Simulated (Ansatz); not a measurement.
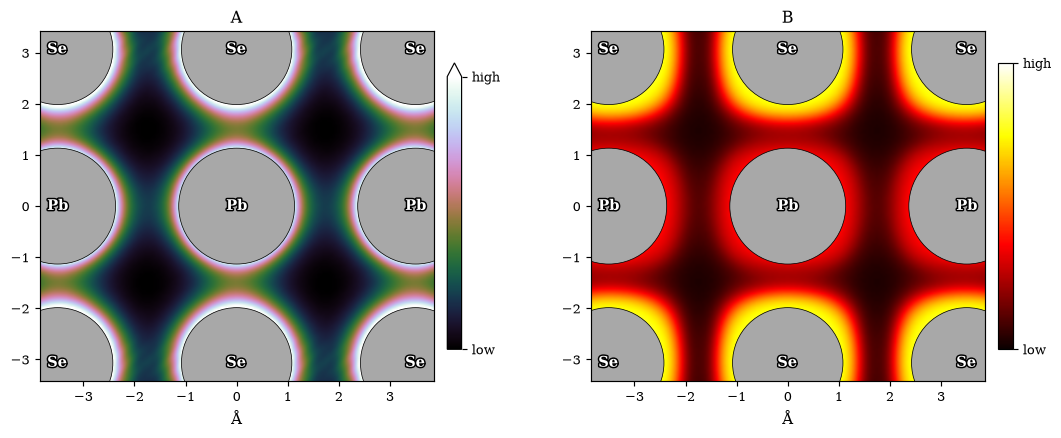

PbSe: 2 fields on the (010) plane of the conventional cell, with unlabelled colour scales. Grey discs cover the atomic cores.

Space group Immm; changed on purpose from its base cell (engineering shear strain xy -0.2200, equal normal strain along x and y -0.0825); computed pressure about 14 GPa in this cell.

Computed with DFT PBE+D3(BJ), scalar-relativistic, plane waves, PAW in Ansatz.

**Match the panels to the quantities (electron localisation function and valence pseudo-density).**

Panel A: valence pseudo-density. Panel B: electron localisation function. From the grid: Pb–Se (3.07 Å): ρ at the midpoint is about 0.21 e/Å³; the ELF is about 0.30 at the midpoint.
